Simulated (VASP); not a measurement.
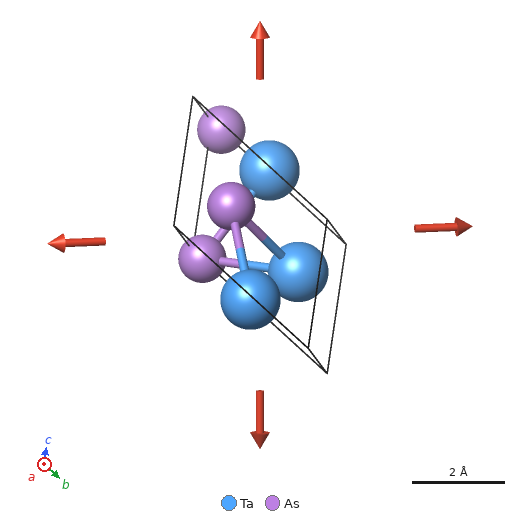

TaAs, space group I4₁md (No. 109). The run's cell of 4 atoms is drawn unstrained, with atoms on its boundary repeated; the arrows mark the Cartesian directions x and y, along which it is stretched or compressed while the other dimension is held. The atoms keep their fractional positions. The cell is a structure listed in the Materials Project.

Alike in all runs: VASP 6.6.1; functional PBE; VASP's PAW PBE potentials, release 64 (Ta_pv, As); cutoff 520 eV; k mesh 8 × 8 × 8 on the run's cell of 4 atoms; occupations fermi-dirac, width 0.05 eV; no spin polarisation; no spin-orbit coupling. Stress is positive in compression, averaged over the directions named.

| strain (%) | ΔE (meV/atom) | stress along x/y (GPa) | stress across, z (GPa) |
| --- | --- | --- | --- |
| −4 | 117.0 | 26.39 | 13.93 |
| −2 | 34.2 | 13.42 | 7.52 |
| −1 | 11.6 | 7.89 | 4.69 |
| 0 | 0.0 | 2.91 | 2.13 |
| +1 | ? | ? | ? |
| +2 | 6.6 | -5.58 | -2.29 |
| +4 | 47.4 | -12.34 | -6.00 |

Fit the stress along the strain with a parabola, read off its slope at zero strain, and fill in the missing row.

The slope at zero strain is -482 GPa per unit strain, so the clamped-ion biaxial stiffness at fixed height (C11 + C12 in these axes where the plane is isotropic) is about 480 GPa. The fit puts the stress at +1 % at -1.70 GPa. The run gave -1.57 GPa along, -0.18 GPa across and ΔE = -1.4 meV/atom.

At which strain does the stress along the strained direction vanish?

Near +0.6 %: the cell as given is compressed along it at this level of theory (2.9 GPa), so the energy is least there and not at zero.

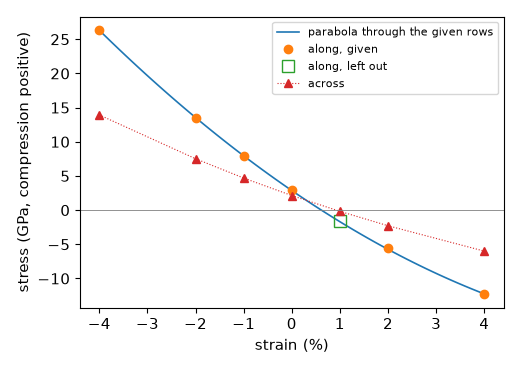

Stress against strain.

Caveat: letting the atoms relax at each strain would lower the stiffness, in open frameworks by much; spin-orbit coupling is left out, which matters for Ta, if less for volumes and forces than for levels.
